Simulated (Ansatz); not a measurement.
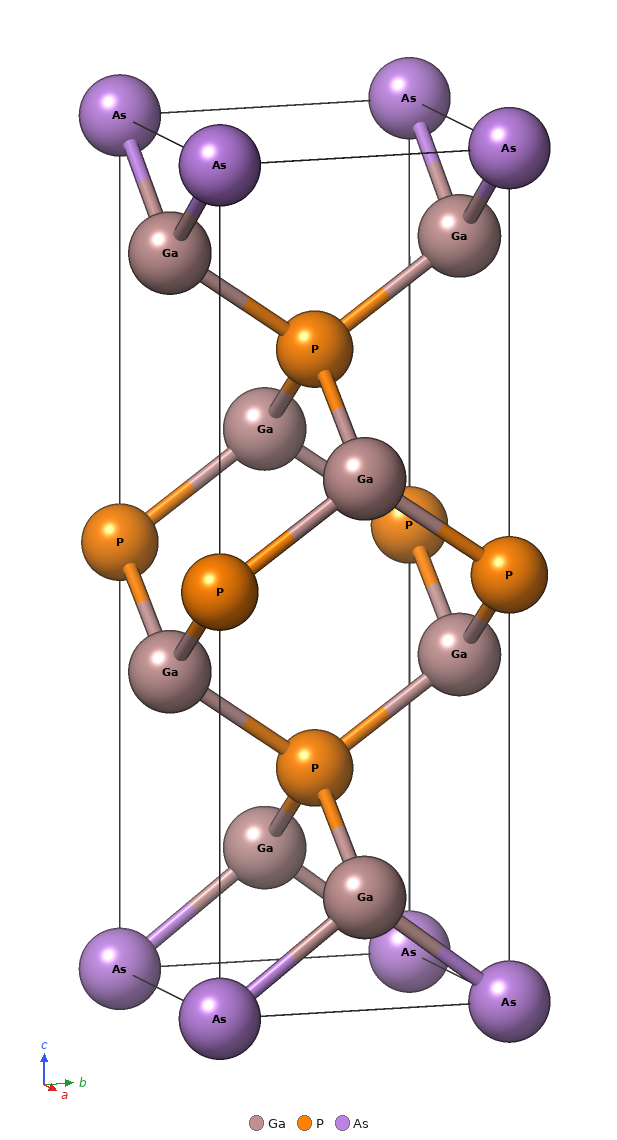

The image is a ball-and-stick drawing of a crystal, viewed slightly off an axis. The wireframe shows the conventional unit cell. Cell: a = 3.93 Å, b = 3.93 Å, c = 11.13 Å, α = 90.00°, β = 90.00°, γ = 90.00°.

The starting point was a structure type filled with these elements by a generator (whether the compound takes this form wasn't checked). Earlier steps of the study may have refined or changed the cell and positions. It went into a calculation with Ansatz.

Q: What can be read from this drawing?

A: Its composition is Ga₄AsP₃. The structure has P-4m2 (No. 115) symmetry and a primitive tetragonal lattice. The cell has 8 atoms, namely 4 Ga, 1 As, 3 P. Each P atom is coordinated by four Ga in a tetrahedral arrangement at about 2.4 Å. Each As atom has four Ga in a tetrahedral arrangement at about 2.5 Å around it. Ga takes two kinds of site: 2g with two P and two As in a tetrahedral arrangement (about 2.4 Å to P, 2.5 Å to As); 2g with four P in a tetrahedral arrangement at about 2.4 Å. The bonds build a three-dimensional framework.

The numbers come from DFT PBEsol, scalar-relativistic, plane waves, PAW (Ansatz 0.2.0), using a cutoff energy of 420 eV, k-mesh 8×8×4, Gaussian smearing of 0.02 eV, no spin polarisation.

Q: Metal or not?

A: A semiconductor at this level, with a gap of 1.09 eV, direct.

Q: What are the atomic charges by Bader's partition?

A: Ga +0.73 to +0.79 e; As -0.66 e; P -0.79 e.

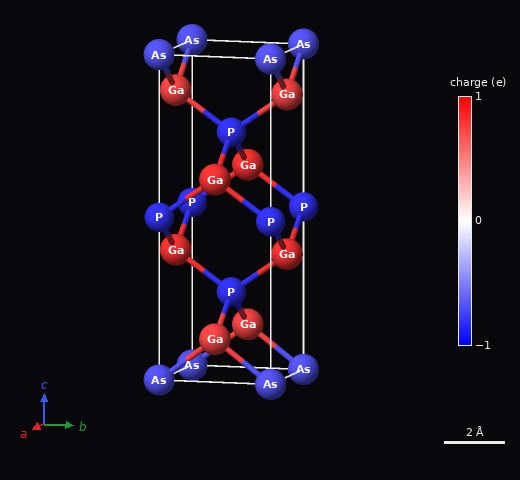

The atoms coloured by those charges. The run's cell of 8 atoms is drawn.

Q: Is this an equilibrium geometry for the method given?

A: No. The largest force is 0.03 eV/Å. The pressure is -2.9 GPa, so the cell would contract.
